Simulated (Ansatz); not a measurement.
**Cr: density, localisation and related maps**

```
Cr
1.0
     4.12392    0.00000    0.00000
    -2.06196    3.57142    0.00000
     0.00000    0.00000    2.49036
Cr
3
Cartesian
  0.0000 0.0000 0.0000
  0.0000 2.3810 1.2452
  2.0620 1.1905 1.2452
```

Space group P6/mmm; set up as Cr, omega (AlB2-type); a generated structure, not necessarily the stable one; spin-polarised.

Theory: Ansatz, DFT, r2SCAN, plane waves (500 eV) with PAW, scalar-relativistic.

The density is the valence pseudo-density of a PAW calculation; it isn't the true density close to the nuclei.

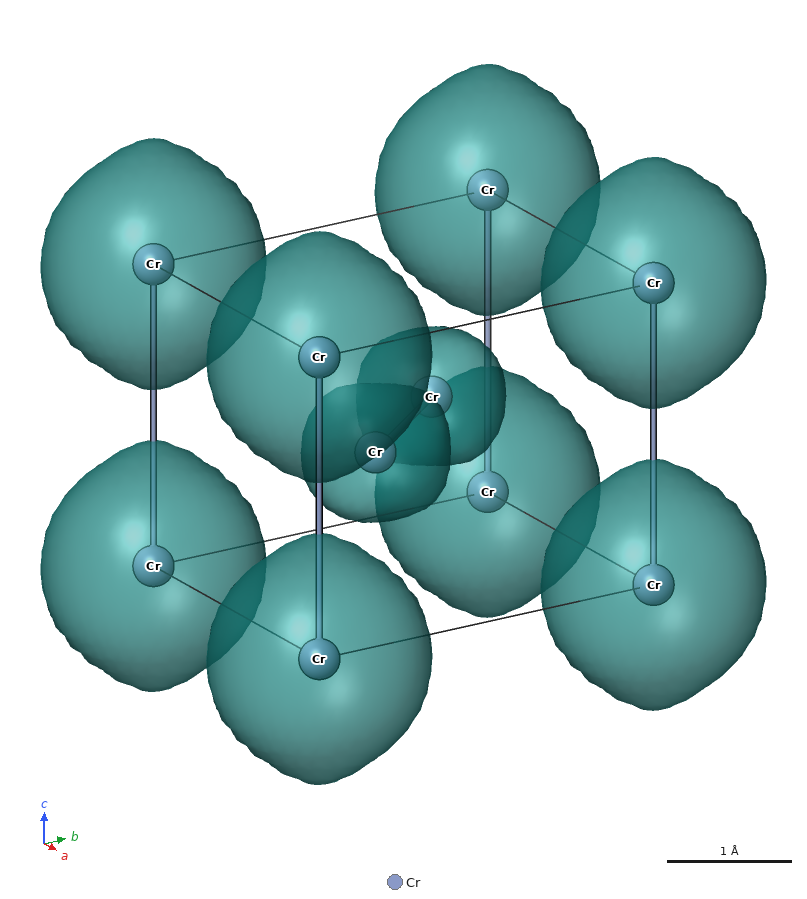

Figure 1. Isosurfaces of the spin density at +0.15 (teal) and −0.15 e/Å³ (pink), seen slightly off an axis. Sticks mark near contacts.

> Describe the spin distribution.

The spin density sits on Cr: +2.3 μB in one cell of 3 atoms: parallel moments, as they must be, since the calculation's own cell holds one magnetic site. The cell of the calculation (3 atoms) carries 3.6 μB of net spin moment. Only one sign reaches the isovalue.

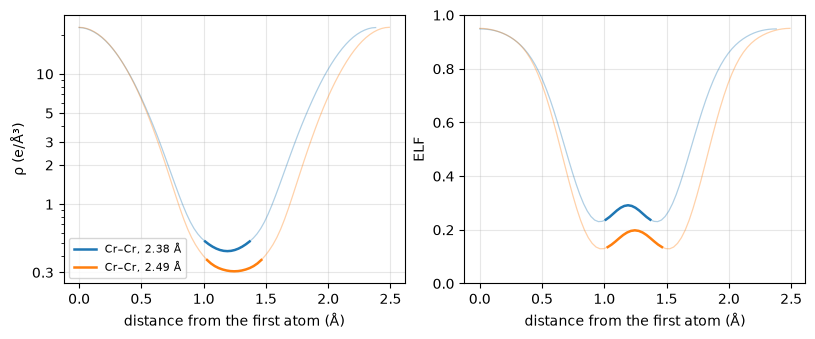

Figure 2. Valence electron density and ELF along straight lines between neighbouring atoms. Thin, pale parts lie inside the atomic spheres.

> What can be read from the curves?

Cr–Cr (2.38 Å): ρ is about 0.44 e/Å³ halfway; the ELF is about 0.30 at the midpoint: no localised pair shows between them.
Cr–Cr (2.49 Å): ρ is about 0.31 e/Å³ halfway; the ELF is about 0.20 at the midpoint; no localised pair shows between them.

> Metal or insulator at this level of theory?

It is gapless in this calculation (a metal or semimetal).
